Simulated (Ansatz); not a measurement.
A periodic structure is given below.

```
CELL_PARAMETERS angstrom
6.11776 0.00000 0.00000
0.00000 6.11776 0.00000
0.00000 0.00000 6.55088
ATOMIC_POSITIONS crystal
Zn 0.50000 0.50000 0.00000
Zn 0.50000 0.00000 0.50000
Zn 0.00000 0.50000 0.50000
Zn 0.00000 0.00000 0.00000
Se 0.10864 0.88966 0.39278
Se 0.89136 0.38966 0.10722
Se 0.39136 0.11034 0.89278
Se 0.60864 0.61034 0.60722
Se 0.89136 0.11034 0.60722
Se 0.10864 0.61034 0.89278
Se 0.60864 0.88966 0.10722
Se 0.39136 0.38966 0.39278
```

Interpret the file: composition, symmetry and coordination.

The formula is ZnSe2. Space group Pbca (No. 61), lattice primitive orthorhombic. Counting shared atoms by their share gives 4 Zn, 8 Se, or 12 atoms. The polyhedra are ZnSe6 octahedra; they share corners. Zn bonds to six Se in a distorted octahedral arrangement at 2.57 to 2.74 Å. Se is coordinated by three Zn and one Se in a distorted tetrahedral arrangement (2.57 to 2.74 Å to Zn, 2.36 Å to Se). The bonds build a three-dimensional framework.

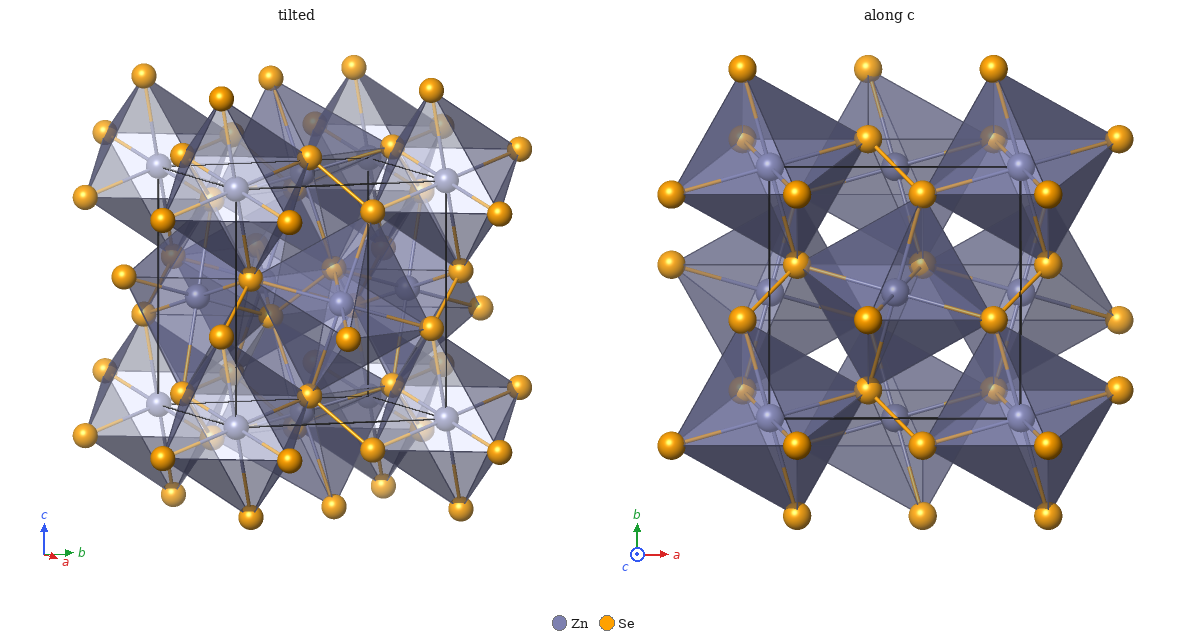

Drawn in the polyhedral manner and seen slightly off an axis and along the c axis. The edges of the conventional unit cell are marked. A few atoms beyond the faces are included.

The cell started as a structure listed in the Materials Project. The cell was then strained or its atoms displaced on purpose. It was the input of a calculation with Ansatz.
